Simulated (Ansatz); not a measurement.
## As: nudged elastic band (part 4 of 4)

As (defect cell, 15 atoms in the cell); DFT with PBE, PAW plane waves, no spin polarisation (Ansatz 0.2.0); cutoff 420 eV, 2×2×2 k-mesh, cold smearing of 0.15 eV. The structure derives from an entry of the Crystallography Open Database.

Geometry of the input (Å; fractional positions):
```
3.7243  6.4506  -0.0000
-3.7243  6.4506  -0.0000
0.0000  -4.3004  6.9652
As 0.1151  0.1132  0.3397
As 0.3857  0.3873  0.1639
As 0.1161  0.1138  0.8417
As 0.3850  0.3871  0.6626
As 0.1099  0.6088  0.3405
As 0.3831  0.8861  0.1576
As 0.1122  0.6097  0.8369
As 0.3853  0.8879  0.6573
As 0.6105  0.1124  0.3396
As 0.8833  0.3809  0.1556
As 0.6169  0.1109  0.8368
As 0.8868  0.3830  0.6588
As 0.6155  0.6141  0.3400
As 0.6149  0.6161  0.8396
As 0.8818  0.8876  0.6557
```

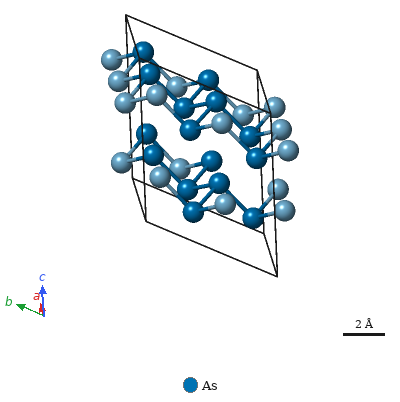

*The input geometry (ball-and-stick view of the reduced cell, seen at an oblique angle; neighbours outside the cell are drawn fainter).*

The last band as extended XYZ, continued
```
15
Lattice="3.7243 6.4506 -0.0000 -3.7243 6.4506 -0.0000 0.0000 -4.3004 6.9652" Properties=species:S:1:pos:R:3:forces:R:3 image=5 energy=-72840.49974
As   -0.0301   -0.0506    2.2783   -0.0041   0.0015  -0.0020
As   -0.0393    4.2537    1.0275    0.0155   0.0125  -0.0235
As    0.0044   -2.1509    5.7944   -0.0042   0.0003  -0.0109
As   -0.0030    2.1508    4.5655   -0.0080   0.0036  -0.0082
As   -3.2490    4.0109    1.8161    0.0654  -0.0256   0.1197
As   -1.8619    7.5159    1.0486   -0.0035   0.0044   0.0027
As   -1.8719    1.0846    5.8533   -0.0051   0.0041  -0.0028
As   -1.8749    5.4041    4.5424   -0.0085  -0.0072  -0.0187
As    1.8745    3.2637    2.2746   -0.0016   0.0051  -0.0006
As    1.8802    7.5678    1.0328   -0.0001  -0.0162  -0.0270
As    1.7638    1.1344    6.0281   -0.0218   0.0069  -0.0078
As    1.8530    5.3788    4.5480   -0.0063   0.0025  -0.0026
As    0.0341    6.4236    2.2643   -0.0024   0.0050  -0.0049
As   -0.0118    4.3012    5.8575   -0.0085  -0.0004  -0.0041
As   -0.0293    8.6027    4.5353   -0.0068   0.0035  -0.0094
15
Lattice="3.7243 6.4506 -0.0000 -3.7243 6.4506 -0.0000 0.0000 -4.3004 6.9652" Properties=species:S:1:pos:R:3:forces:R:3 image=6 energy=-72840.52244
As   -0.0255   -0.0383    2.2790   -0.0010   0.0013  -0.0001
As   -0.1740    4.1852    1.1751   -0.0005  -0.0017   0.0000
As    0.0000   -2.1312    5.8468    0.0012   0.0023  -0.0009
As    0.0267    2.1454    4.5868    0.0019  -0.0047   0.0017
As   -3.5621    4.1887    1.1726    0.0024  -0.0001  -0.0010
As   -1.8638    7.5198    1.0264   -0.0002  -0.0011   0.0012
As   -1.8612    1.0778    5.8549    0.0001   0.0051   0.0006
As   -1.8611    5.4293    4.5970   -0.0016  -0.0029  -0.0002
As    1.8588    3.2542    2.2755   -0.0010   0.0017  -0.0013
As    1.8602    7.6238    1.1344    0.0003  -0.0013   0.0006
As    1.8659    1.1150    6.0576   -0.0015  -0.0001  -0.0046
As    1.8620    5.3828    4.5426    0.0008  -0.0003   0.0017
As    0.0217    6.4110    2.2777    0.0015   0.0020   0.0006
As    0.0008    4.3183    5.8469    0.0011   0.0041  -0.0010
As   -0.0241    8.5969    4.5848   -0.0035  -0.0043   0.0026
```
